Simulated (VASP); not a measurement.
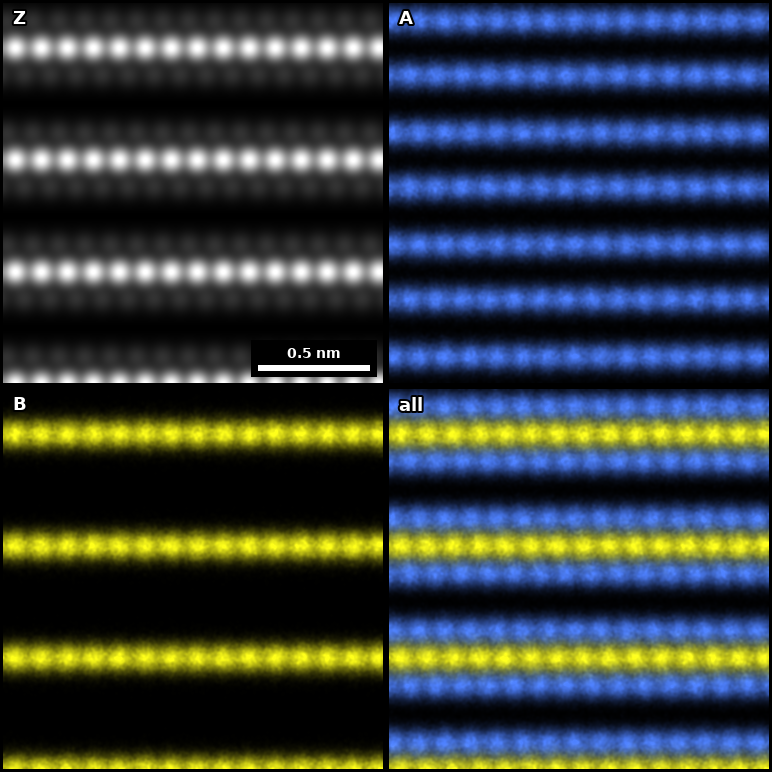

PtS2 (P-3m1, No. 164) along [310]. Panel Z: The image is simulated as a sum over atoms of Z^1.7, blurred by a 0.78 Å probe (no channelling). The probe carries 15 % of its weight in a tail 2.5 times as wide. The display is stretched by a gamma of 0.65; percentages refer to the linear signal. The other panels are simulated element maps (the number of atoms of one element along the beam, blurred by 1.0 Å, with counting noise; each on its own scale, no channelling); the last overlays them. Structure used: the geometry relaxed with VASP Kohn-Sham DFT of a periodic cell, optB88-vdW, VASP PAW PBE potentials, recommended in VASP.

```
Pt S
1.0
     3.59676    0.00000    0.00000
    -1.79838    3.11489    0.00000
     0.00000    0.00000    5.07470
Pt S
1 2
Direct
  0.00000 0.00000 0.00000
  0.66667 0.33333 0.75645
  0.33333 0.66667 0.24355
```

Which element does each lettered map show?

Answer. A: S, B: Pt. The projected cell (1.18 × 5.07 Å, 90°) holds 3 columns: 2 of S and 1 of Pt. No column is shared by two of the mapped elements.
